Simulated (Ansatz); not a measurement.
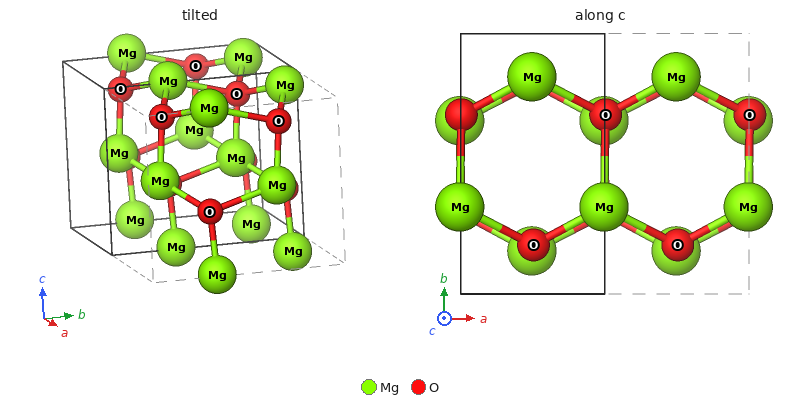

A ball-and-stick rendering, viewed slightly off an axis and along the c axis. A block of 2×1×1 cells is shown, with one conventional unit cell in solid outline. Cell: a = 3.463 Å, b = 6.194 Å, c = 5.062 Å, α = 90.00°, β = 97.70°, γ = 90.00°.

What structure is drawn here?

Chemical formula MgO. The structure has Cc (No. 9) symmetry and a base-centred monoclinic lattice. The cell comprises 4 formula units: 4 Mg, 4 O. About every Mg there are four O in a distorted tetrahedral arrangement at about 1.9 to 2.3 Å. Each O atom is coordinated by four Mg in a distorted tetrahedral arrangement at about 1.9 to 2.3 Å. The bonds build a three-dimensional framework.

The starting point was a structure listed in the Materials Project. The cell was then strained or its atoms displaced on purpose. A calculation with Ansatz used it as input.

At this level of theory the cell isn't at rest (stretched, at -6 GPa and forces up to 1.1 eV/Å), so its distances can differ from those at equilibrium, the more so the softer the solid.
